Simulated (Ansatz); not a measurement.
Ga3Sb: geometry relaxation (part 3 of 3)

Continued. System: Ga3Sb (I4/mmm, 4 atoms in the cell). Method: DFT PBE+D3(BJ), scalar-relativistic, plane waves, PAW, no spin polarisation (Ansatz 0.2.0); cutoff 420 eV, 14×14×14 k-mesh, Gaussian smearing of 0.1 eV. The structure derives from a Materials Project entry.

Geometry of the input (Å; fractional positions):
```
-2.1588  2.1588  4.7605
2.1588  -2.1588  4.7605
2.1588  2.1588  -4.7605
Ga 0.7500  0.2500  0.5000
Ga 0.2500  0.7500  0.5000
Ga 0.5000  0.5000  0.0000
Sb 0.0000  0.0000  0.0000
```

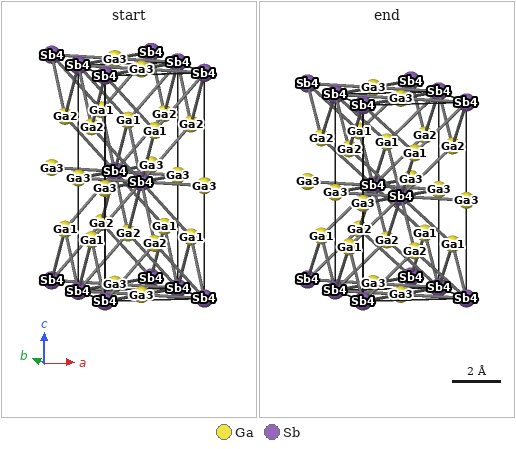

*Before (left) and after (right) the relaxation, at one scale (ball-and-stick view of the cell 2 times as large as that of the calculation, set on its symmetry axes, repeated 1 × 2 × 1, seen slightly off an axis).*

Over 11 geometry steps the energy falls by 19.4 meV per atom. All forces vanish by symmetry, so only the cell relaxes. The pressure goes from −2.95 to −0.01 GPa. No atom moves by more than 0.005 Å relative to the cell. Cell: a = b 4.318 → 4.493 Å (+4.1 %), c 9.521 → 8.270 Å (−13.1 %). Volume −5.9 %. Among the contacts that change: Ga1–Sb4 3.213 → 3.053 Å, Ga3–Sb4 3.053 → 3.177 Å. Among the angles that change: Sb4–Ga1–Sb4 84.4° → 94.7°, Sb4–Ga1–Sb4 123.3° → 117.3°. The space group stays I4/mmm (No. 139). A last SCF at the same geometry on a re-selected plane-wave basis shifts the energy by +0.3 meV per atom. (Atoms are counted from 1 in the order of the input.)

```
basis re-selected at this cell: Δ(F+E_penalty+E_count) = +1.084e-3 eV, ΔP = -0.008 GPa vs the last step (what re-selecting the basis moved, of the pressure what is left beyond the Pulay correction that the steps carried, after the strain that the cell walked since its last selection, with what the two solves' SCF thresholds leave and, on support functions, any second-order correction that the steps lacked; it is no measure of the basis error at this ecutwfc). The dense FFT grid was sized anew with the basis: this SCF ran on 36×36×36 points, the steps before it on 40×40×40, so part of this shift can come from that change (see relax.cell in the input reference). This SCF's stress stands 1.44e-2 GPa from its target on what of the cell is left free (relax.cell.stress_tol is 5.00e-2 GPa) and its largest allowed force component is 1.73e-17 eV/Å (relax.f_tol is 5.00e-3 eV/Å): within both
SCF converged after 8 iterations
Free energy (F): -17834.659516 eV
Harris-Foulkes:  -17834.659516 eV  (|F-HF|=0.00e0)
Internal energy: -17834.653514 eV  (E = F + TS)
E sigma→0 (E₀):  -17834.656515 eV
Entropy (-TS):   -0.006002 eV (-1.500 meV/atom)
Fermi energy:    10.442362 eV
--- Per-component energies (eV) ---
  E_band       = -241.643521
  E_kinetic    = 551.251212
  E_local      = -6792.960960  (includes V_loc(G=0)·N_el)
  E_nonlocal   = 1626.961424
  E_hartree    = 3175.539675
  E_xc         = -347.752109
  E_vxc        = -271.921816  (∫ρ·V_xc dr)
  E_paw        = -10528.873644  (= ΣΔE_a)
  E_vpaw       = -1706.052540  (= ΣTr[D̂ρ^β])
  E_aug_tail   = -0.000322  (compensation charges beyond the density's cutoff)
  E_ewald      = -5517.390047
  E_disp       = -1.428743  (pairwise vdW)
  E_smearing   = -0.006002  (= −TS)
  E_closure    = -0.000000  (closes the sum)
  Σ components = -17834.659516   (vs F -17834.659516, Δ=0.00e0)
--- Forces (eV/Å), atoms counted from 1 ---
  atom   1  Ga    -0.00000000     0.00000000    -0.00000000
  atom   2  Ga     0.00000000     0.00000000     0.00000000
  atom   3  Ga     0.00000000    -0.00000000     0.00000000
  atom   4  Sb    -0.00000000     0.00000000    -0.00000000
  max |Σ_I F_I| component: 6.94e-18 eV/Å
--- Stress (GPa, compression-positive) ---
       -0.014421       0.000000       0.000000
        0.000000      -0.014421      -0.000000
        0.000000      -0.000000      -0.006479
  P = ⅓ Tr σ = -0.0118 GPa (-0.118 kbar)
--- Band table (eV; the first three rows and the last of 244) ---
  k-point 0: bands = ["-18.7623", "-18.7623", "-18.7612", "-18.7582", "-18.7548", "-4.5462", "-4.5170", "-4.4931", "-4.4810", "-4.4810", "-4.4624", "-4.4624", "-4.4525", "-4.4037", "-4.3639", "-4.3556", "-4.3494", "-4.3254", "-4.3254", "-4.3071", "-1.5530", "5.6475", "7.4446", "7.9025", "8.3547", "8.4508", "8.4508", "9.8241", "9.8241", "10.5589", "10.8005", "13.2624", "13.2624"]
  k-point 1: bands = ["-18.7623", "-18.7623", "-18.7611", "-18.7580", "-18.7548", "-4.5424", "-4.5136", "-4.4978", "-4.4798", "-4.4721", "-4.4698", "-4.4658", "-4.4408", "-4.4023", "-4.3658", "-4.3562", "-4.3519", "-4.3303", "-4.3293", "-4.3092", "-1.4816", "5.4004", "7.4723", "7.5129", "8.0908", "8.1658", "9.0366", "9.1984", "10.3689", "11.2783", "11.3775", "12.4263", "13.3620"]
  k-point 2: bands = ["-18.7625", "-18.7623", "-18.7608", "-18.7574", "-18.7550", "-4.5341", "-4.5023", "-4.5022", "-4.4769", "-4.4766", "-4.4741", "-4.4565", "-4.4221", "-4.3989", "-4.3728", "-4.3583", "-4.3578", "-4.3444", "-4.3396", "-4.3127", "-1.2682", "4.8810", "6.8540", "7.4216", "7.4311", "8.1166", "8.6608", "9.7878", "11.3130", "11.4897", "12.2776", "12.6140", "13.6815"]
  k-point 243: bands = ["-18.7618", "-18.7618", "-18.7611", "-18.7585", "-18.7546", "-4.5551", "-4.5486", "-4.5486", "-4.5199", "-4.4967", "-4.4462", "-4.4293", "-4.3981", "-4.3981", "-4.3651", "-4.3604", "-4.3248", "-4.3072", "-4.3043", "-4.3043", "-0.1099", "1.6709", "5.7734", "6.6407", "6.6407", "6.9495", "13.1918", "14.2550", "14.2550", "14.6203", "15.5849", "15.5849", "16.0465"]
--- Relaxed structure (12 steps of the walk, 12 accepted, 1 SCFs on fresh bases) ---
  F+E_penalty+E_count = -17834.65951556 eV   max|allowed force component| = 1.735e-17 eV/Å   (the final SCF, on the basis selected at the relaxed cell)
  cell:  # Å, volume = 83.4734 Å³
    - [-2.2464493605764404, 2.2464493605764404, 4.135182812067976]
    - [2.2464493605764404, -2.2464493605764404, 4.135182812067976]
    - [2.2464493605764404, 2.2464493605764404, -4.135182812067976]
  atoms:
    - { symbol: Ga, position: [0.75, 0.25, 0.49999999999999994] }
    - { symbol: Ga, position: [0.25, 0.75, 0.49999999999999994] }
    - { symbol: Ga, position: [0.5, 0.5, 7.694817950729188e-34] }
    - { symbol: Sb, position: [-1.1115128133136774e-34, 3.991228414760738e-34, 2.9699922906787913e-34] }
```

**Trajectory as extended XYZ (Å, eV, eV/Å), 13 frames, from step=1 to step=13**
```
4
Lattice="-2.1588 2.1588 4.7605 2.1588 -2.1588 4.7605 2.1588 2.1588 -4.7605" Properties=species:S:1:pos:R:3:forces:R:3 step=1 energy=-17834.58312 pressure_GPa=-2.95
Ga    0.0000    2.1588    2.3802    0.0000   0.0000   0.0000
Ga    2.1588    0.0000    2.3802    0.0000   0.0000   0.0000
Ga    0.0000    0.0000    4.7605    0.0000   0.0000   0.0000
Sb    0.0000    0.0000    0.0000    0.0000   0.0000   0.0000
4
Lattice="-2.1139 2.1139 4.6195 2.1139 -2.1139 4.6195 2.1139 2.1139 -4.6195" Properties=species:S:1:pos:R:3:forces:R:3 step=2 energy=-17834.64031 pressure_GPa=0.38
Ga    0.0000    2.1139    2.3098    0.0000   0.0000   0.0000
Ga    2.1139    0.0000    2.3098    0.0000   0.0000   0.0000
Ga    0.0000    0.0000    4.6195    0.0000   0.0000   0.0000
Sb    0.0000    0.0000    0.0000    0.0000   0.0000   0.0000
4
Lattice="-2.1226 2.1226 4.6147 2.1226 -2.1226 4.6147 2.1226 2.1226 -4.6147" Properties=species:S:1:pos:R:3:forces:R:3 step=3 energy=-17834.64166 pressure_GPa=-0.01
Ga    0.0000    2.1226    2.3073    0.0000   0.0000   0.0000
Ga    2.1226    0.0000    2.3073    0.0000   0.0000   0.0000
Ga    0.0000    0.0000    4.6147    0.0000   0.0000   0.0000
Sb    0.0000    0.0000    0.0000    0.0000   0.0000   0.0000
4
Lattice="-2.1340 2.1340 4.5820 2.1340 -2.1340 4.5820 2.1340 2.1340 -4.5820" Properties=species:S:1:pos:R:3:forces:R:3 step=4 energy=-17834.64297 pressure_GPa=-0.18
Ga    0.0000    2.1340    2.2910    0.0000   0.0000   0.0000
Ga    2.1340    0.0000    2.2910    0.0000   0.0000   0.0000
Ga    0.0000    0.0000    4.5820    0.0000   0.0000   0.0000
Sb    0.0000    0.0000    0.0000    0.0000   0.0000   0.0000
4
Lattice="-2.1399 2.1399 4.5417 2.1399 -2.1399 4.5417 2.1399 2.1399 -4.5417" Properties=species:S:1:pos:R:3:forces:R:3 step=5 energy=-17834.64372 pressure_GPa=0.01
Ga    0.0000    2.1399    2.2708    0.0000   0.0000   0.0000
Ga    2.1399    0.0000    2.2708    0.0000   0.0000   0.0000
Ga    0.0000    0.0000    4.5417    0.0000   0.0000   0.0000
Sb    0.0000    0.0000    0.0000    0.0000   0.0000   0.0000
4
Lattice="-2.1423 2.1423 4.5323 2.1423 -2.1423 4.5323 2.1423 2.1423 -4.5323" Properties=species:S:1:pos:R:3:forces:R:3 step=6 energy=-17834.64377 pressure_GPa=0.01
Ga    0.0000    2.1423    2.2661    0.0000   0.0000   0.0000
Ga    2.1423    0.0000    2.2661    0.0000   0.0000   0.0000
Ga    0.0000    0.0000    4.5323    0.0000   0.0000   0.0000
Sb    0.0000    0.0000    0.0000    0.0000   0.0000   0.0000
4
Lattice="-2.1506 2.1506 4.5001 2.1506 -2.1506 4.5001 2.1506 2.1506 -4.5001" Properties=species:S:1:pos:R:3:forces:R:3 step=7 energy=-17834.64390 pressure_GPa=0.00
Ga    0.0000    2.1506    2.2501    0.0000   0.0000   0.0000
Ga    2.1506    0.0000    2.2501    0.0000   0.0000   0.0000
Ga    0.0000    0.0000    4.5001    0.0000   0.0000   0.0000
Sb    0.0000    0.0000    0.0000    0.0000   0.0000   0.0000
4
Lattice="-2.2097 2.2097 4.2680 2.2097 -2.2097 4.2680 2.2097 2.2097 -4.2680" Properties=species:S:1:pos:R:3:forces:R:3 step=8 energy=-17834.64991 pressure_GPa=0.13
Ga    0.0000    2.2097    2.1340    0.0000   0.0000   0.0000
Ga    2.2097    0.0000    2.1340    0.0000   0.0000   0.0000
Ga    0.0000    0.0000    4.2680    0.0000   0.0000   0.0000
Sb    0.0000    0.0000    0.0000    0.0000   0.0000   0.0000
4
Lattice="-2.2703 2.2703 4.0300 2.2703 -2.2703 4.0300 2.2703 2.2703 -4.0300" Properties=species:S:1:pos:R:3:forces:R:3 step=9 energy=-17834.65533 pressure_GPa=0.16
Ga    0.0000    2.2703    2.0150    0.0000   0.0000   0.0000
Ga    2.2703    0.0000    2.0150    0.0000   0.0000   0.0000
Ga    0.0000    0.0000    4.0300    0.0000   0.0000   0.0000
Sb    0.0000    0.0000    0.0000    0.0000   0.0000   0.0000
4
Lattice="-2.2430 2.2430 4.1508 2.2430 -2.2430 4.1508 2.2430 2.2430 -4.1508" Properties=species:S:1:pos:R:3:forces:R:3 step=10 energy=-17834.66043 pressure_GPa=-0.03
Ga    0.0000    2.2430    2.0754    0.0000   0.0000   0.0000
Ga    2.2430    0.0000    2.0754    0.0000   0.0000   0.0000
Ga    0.0000    0.0000    4.1508    0.0000   0.0000   0.0000
Sb    0.0000    0.0000    0.0000    0.0000   0.0000   0.0000
4
Lattice="-2.2482 2.2482 4.1275 2.2482 -2.2482 4.1275 2.2482 2.2482 -4.1275" Properties=species:S:1:pos:R:3:forces:R:3 step=11 energy=-17834.66054 pressure_GPa=0.01
Ga    0.0000    2.2482    2.0637    0.0000   0.0000   0.0000
Ga    2.2482    0.0000    2.0637    0.0000   0.0000   0.0000
Ga    0.0000    0.0000    4.1275    0.0000   0.0000   0.0000
Sb    0.0000    0.0000    0.0000    0.0000   0.0000   0.0000
4
Lattice="-2.2464 2.2464 4.1352 2.2464 -2.2464 4.1352 2.2464 2.2464 -4.1352" Properties=species:S:1:pos:R:3:forces:R:3 step=12 energy=-17834.66060 pressure_GPa=-0.00
Ga    0.0000    2.2464    2.0676    0.0000   0.0000   0.0000
Ga    2.2464    0.0000    2.0676    0.0000   0.0000   0.0000
Ga    0.0000    0.0000    4.1352    0.0000   0.0000   0.0000
Sb    0.0000    0.0000    0.0000    0.0000   0.0000   0.0000
4
Lattice="-2.2464 2.2464 4.1352 2.2464 -2.2464 4.1352 2.2464 2.2464 -4.1352" Properties=species:S:1:pos:R:3:forces:R:3 step=13 energy=-17834.65952 pressure_GPa=-0.01
Ga    0.0000    2.2464    2.0676    0.0000   0.0000   0.0000
Ga    2.2464    0.0000    2.0676    0.0000   0.0000   0.0000
Ga    0.0000    0.0000    4.1352    0.0000   0.0000   0.0000
Sb    0.0000    0.0000    0.0000    0.0000   0.0000   0.0000
```
